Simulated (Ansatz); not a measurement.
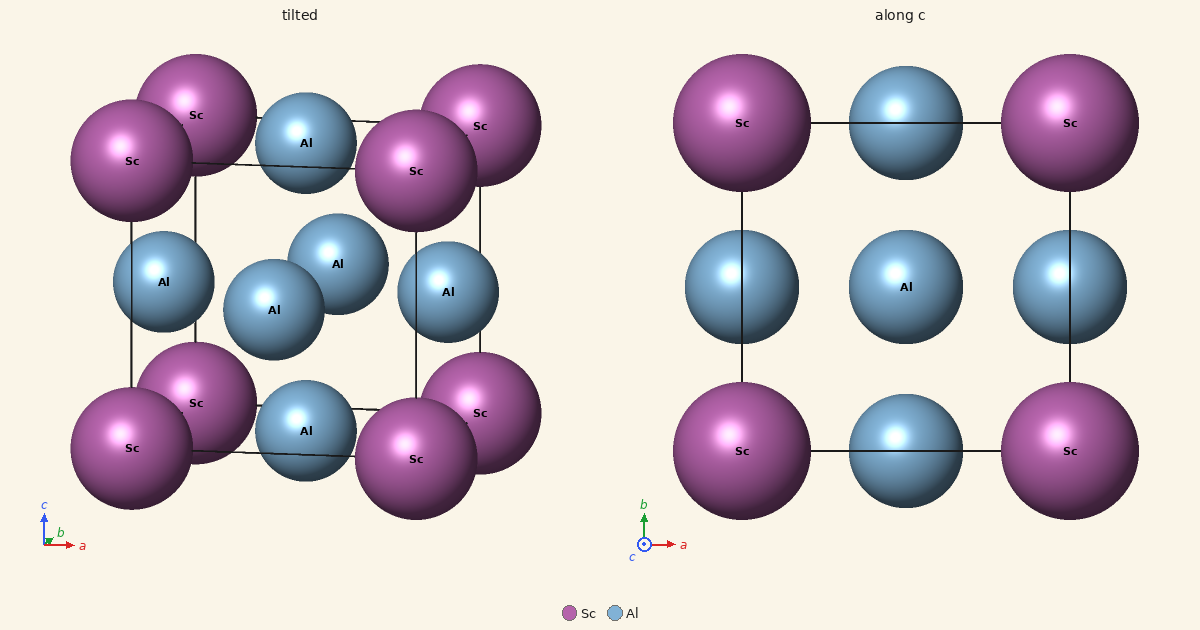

ScAl3, Cu₃Au (L1₂) type, space group Pm-3m (No. 221), a = 4.088 Å, b = 4.088 Å, c = 4.088 Å, α = 90.00°, β = 90.00°, γ = 90.00°. Structure drawing (spheres-only), viewed slightly off an axis and along the c axis. The parallelepiped is the conventional unit cell. This one geometry was run with eight functionals. The cell is a structure listed in the Materials Project.

Alike in all runs: Ansatz 0.2.0; potentials Ansatz PAW; cutoff 420 eV; k mesh 4 × 4 × 4 on the run's cell of 4 atoms; occupations fermi-dirac, width 0.05 eV; no spin polarisation; no spin-orbit coupling. All runs are metallic.

| level | pressure (GPa) |
| --- | --- |
| LDA | -3.4 |
| PBEsol | -0.9 |
| PBE | ? |
| revPBE | 2.9 |
| HSE06 | 0.4 |
| BLYP | 4.1 |
| PBE0 | -0.2 |
| RPBE | 3.4 |

> Fill in the row of PBE.

Pressure 1.4 GPa. That is between HSE06 and revPBE in pressure.

> Order the levels by the equilibrium volume that these pressures point to, smallest first.

LDA (-3.4 GPa), PBEsol (-0.9 GPa), PBE0 (-0.2 GPa), HSE06 (0.4 GPa), PBE (1.4 GPa), revPBE (2.9 GPa), RPBE (3.4 GPa), BLYP (4.1 GPa). A higher pressure at one volume points to a larger equilibrium volume, as long as the bulk moduli are alike; rows a few tenths of a GPa apart can't be told apart.

Notes on single rows: HSE06 and PBE0: the k mesh is coarse (spacing up to 0.38 Å⁻¹), so the values aren't converged, least of all with exact exchange.

Caveat: the k mesh is coarse (spacing up to 0.38 Å⁻¹), so the values aren't converged; rows whose functional differs from that of their potentials carry a shift in pressure and volume, which can reorder them.
